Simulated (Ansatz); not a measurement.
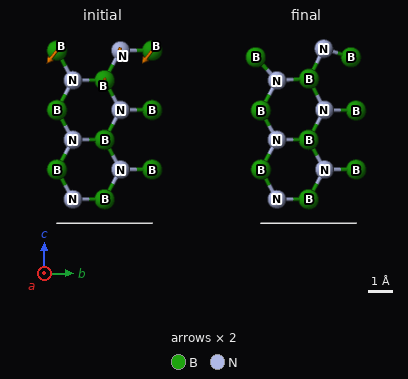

The structure of a slab of composition BN (cut from the R3m phase) before (left) and after (right) a constrained relaxation, at one scale. The orange arrows give the displacements, magnified 2 times.

Style: ball-and-stick. Shown: the 2 × 1 repeat of the cell, outlined in the plane, without the vacuum, along the a axis.

Case: clean slab, lower half held. The slab is the (1 1 0) face of BN. 6 atoms are held fixed.

These are results of DFT PBEsol, scalar-relativistic, plane waves, PAW in Ansatz, not measurements.

The input:
```yaml
crystal:
  lattice:
    - [3.7697979072, 0.0, 0.0]
    - [-1.6634819977, 4.0057209719, 0.0]
    - [0.0, 0.0, 23.2604866792]
  atoms:
    - { symbol: B, position: [0.0011289153, 0.5003763051, 0.3654265759] }
    - { symbol: "N", position: [0.0015720847, 0.1671906949, 0.3654265759] }
    - { symbol: B, position: [0.0011289153, 0.0003763051, 0.4192559455] }
    - { symbol: "N", position: [0.0015720847, 0.6671906949, 0.4192559455] }
    - { symbol: B, position: [0.0011289153, 0.5003763051, 0.4730853152] }
    - { symbol: "N", position: [0.0015720847, 0.1671906949, 0.4730853152] }
    - { symbol: B, position: [0.0011289153, 0.0003763051, 0.5269146848] }
    - { symbol: "N", position: [0.0015720847, 0.6671906949, 0.5269146848] }
    - { symbol: B, position: [0.0011289153, 0.5003763051, 0.5807440545] }
    - { symbol: "N", position: [0.0015720847, 0.1671906949, 0.5807440545] }
    - { symbol: B, position: [0.0011289153, 0.0003763051, 0.6345734241] }
    - { symbol: "N", position: [0.0015720847, 0.6671906949, 0.6345734241] }
basis:
  ecutwfc: 420
kpoints:
  mp_grid: { grid: [8, 7, 1] }
hamiltonian:
  xc: pbesol
scf:
  occupations: { method: gaussian, width: 0.05 }
output:
  forces: true
  eigenvalues: true
  write_density: true
  write_potential: true
  elf: true
  volumetric_format: npy
relax:
  adjacent_minimum: "off"
  f_tol: 0.03
  max_steps: 70
  constraints: [{ sites: [0, 1, 2, 3, 4, 5] }]
efield:
  axis: 3
  dipole_correction: true
  ramp_width: 0.04
```

Run as
```bash
ansatz run input.yaml --threads 1 --pin off --max-ram 2560MiB --backend cpu --events-out ev --progress --plain --runs-dir out
```

> Describe what moved and what it gained.

B11 moves most: 0.37 Å at 40° to the normal (−c side). By element the largest moves are B 0.37 Å, N 0.09 Å. The cell stays as it was. Near-neighbour distances that change, for instance: B9–B11 2.504 → 2.117 Å, B11–N12 1.446 → 1.301 Å, N10–B11 1.446 → 1.379 Å, N8–B9 1.446 → 1.486 Å. Among the angles between lasting bonds that change: N10–B11–N12 120.0° → 150.8°, B9–N12–B11 120.0° → 101.7°, B7–N10–B11 120.0° → 104.8°. The energy falls by 1.283 eV per cell of the calculation in 5 accepted moves (6 points after the start). Largest force component: 5.9 eV/Å at the start, 0.015 eV/Å at the end. 1 step only repeated the SCF at the same geometry.
